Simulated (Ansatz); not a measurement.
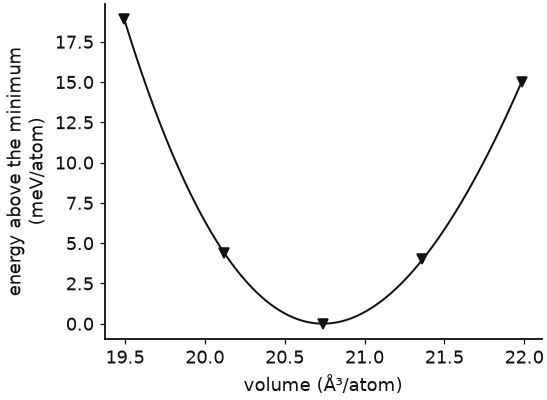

The picture above shows the energy above the minimum against volume for CdS, space group Fm-3m (No. 225).

Starting cell:
```yaml
crystal:
  lattice:
    - [0.00000, 2.74750, 2.74750]
    - [2.74750, 0.00000, 2.74750]
    - [2.74750, 2.74750, 0.00000]
  atoms:
    - { symbol: Cd, position: [0.00000, 0.00000, 0.00000] }
    - { symbol: S, position: [0.50000, 0.50000, 0.50000] }
```

Method: third-order Birch-Murnaghan fit to density functional energies at scaled volumes of the given relaxed cell, shape and atoms relaxed at each volume; energies count from the fitted minimum; plane waves with PAW datasets, Γ-centred k mesh (Ansatz 0.2.0). Level: PBE, no spin polarisation.

- wave cutoff: 420 eV
- k mesh: 12×12×12
- occupations: Gaussian
- smearing width: 0.01 eV

This calculation gives: equilibrium volume 20.74 Å³/atom and bulk modulus 72.0 GPa.

Now S is replaced by Se on all its sites, which gives CdSe in the same structure. The second calculation uses smearing width 0.1 eV. How do these quantities change?

The equilibrium volume rises from 20.74 to 23.60 Å³/atom (+14 %) and the bulk modulus falls from 72.0 to 60.1 GPa (−17 %).

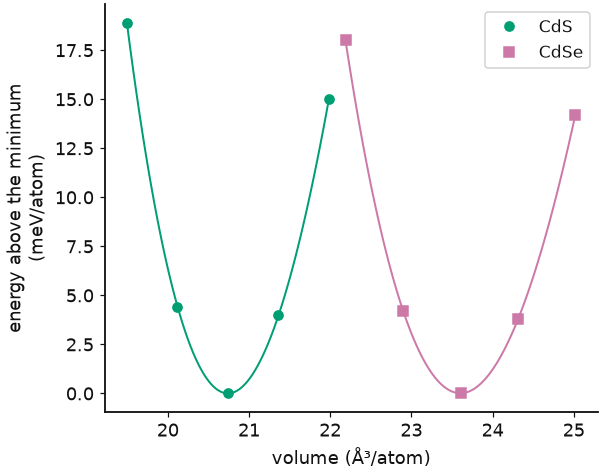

The two results together.

For CdS, limits of the calculation: a crossing between the sampled k points may be missed.

V0 and the bulk modulus come from third-order Birch–Murnaghan fits.
